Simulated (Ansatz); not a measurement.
Consider Nb (slab).

Input

```
crystal:
  lattice:
    - [2.8125642297, 0.0, 0.0]
    - [-0.9375214099, 2.6517109858, 0.0]
    - [0.0, 0.0, 26.4822453861]
  atoms:
    - { symbol: Nb, position: [0.5, 0.5, 0.2832086136] }
    - { symbol: Nb, position: [0.0, 0.0, 0.3699251681] }
    - { symbol: Nb, position: [0.5, 0.5, 0.4566417227] }
    - { symbol: Nb, position: [0.0, 0.0, 0.5433582773] }
    - { symbol: Nb, position: [0.5, 0.5, 0.6300748319] }
    - { symbol: Nb, position: [0.0, 0.0, 0.7167913864] }
basis:
  ecutwfc: 420
kpoints:
  mp_grid: { grid: [13, 13, 1] }
hamiltonian:
  xc: lda
scf:
  occupations: { method: gaussian, width: 0.1 }
output:
  forces: true
  eigenvalues: true
  write_density: true
  write_potential: true
  elf: true
  volumetric_format: npy
relax:
  adjacent_minimum: "off"
  f_tol: 0.02
  max_steps: 60
efield:
  axis: 3
  dipole_correction: true
```

Run with:

```sh
ansatz run input.yaml --threads 1 --pin off --max-ram 2560MiB --backend cpu --events-out ev --progress --plain --runs-dir out
```

The fields are those of the run's last geometry, not of the input's.

Computed with DFT LDA, scalar-relativistic, plane waves, PAW (Ansatz 0.2.0).

> Predict the valence pseudo-density and electron localisation function between the atoms.

Nb–Nb (2.81 Å): the density is about 0.32 e/Å³ at the midpoint; the ELF is about 0.25 at the midpoint: no shared electron pair shows on this line.

> Metal or insulator at this level of theory?

It is gapless in this calculation (a metal or semimetal).

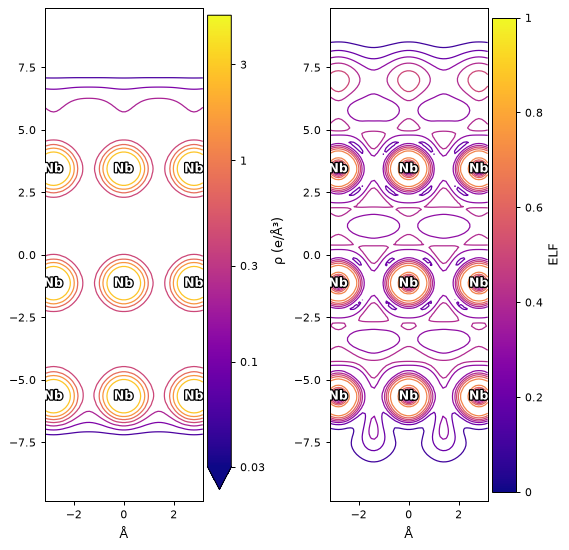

Computed valence pseudo-density and electron localisation function on the (010) plane of the calculation cell, a cut from vacuum to vacuum, in this order. 

In a PAW calculation such maps are meaningful between the atoms, not at the nuclei.
